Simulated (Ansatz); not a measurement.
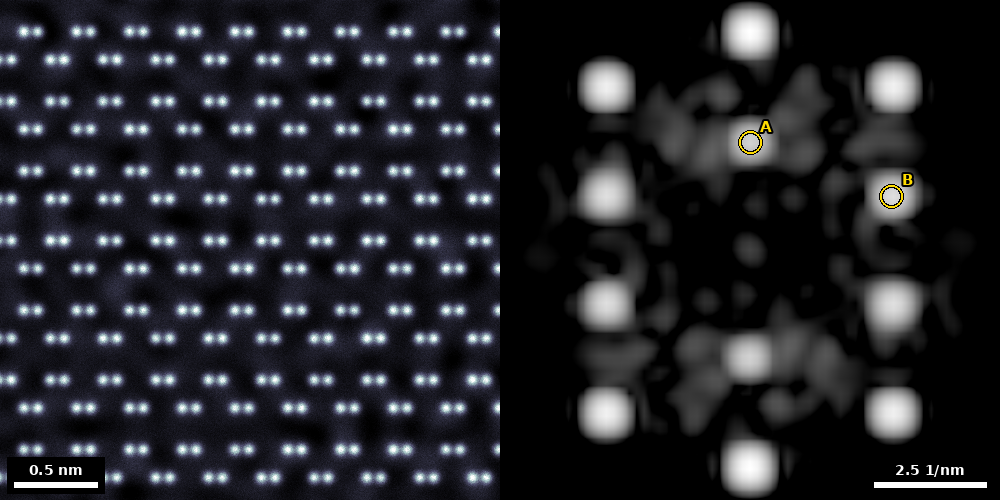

Dark-field STEM-like image of Ge (Cmce, No. 64) along [101]. The image is simulated as a sum over atoms of Z^1.6, blurred by a 0.55 Å probe (no channelling). The probe carries 25 % of its weight in a tail 2.5 times as wide. Shot noise and the speckle of an amorphous layer were added. Atomic positions: the end point of a relaxation with Ansatz 0.2.0, DFT PBE, scalar-relativistic, plane waves, PAW; the starting structure was generated, so it need not be a known form of this composition.

The right panel is the modulus of the image's Fourier transform on a logarithmic scale.

a = 5.045 Å, b = 8.359 Å, c = 4.067 Å, α = 90.00°, β = 90.00°, γ = 90.00°

Index the marked spots and give their plane spacings (the zone axis points at the viewer; indices equivalent by symmetry, or all signs reversed, are as good).

Answer. A: (0 -2 0), d = 4.18 Å; B: (-1 -1 1), d = 2.96 Å. A and B enclose 69°, and every spot obeys the zone law hu + kv + lw = 0 for [101].
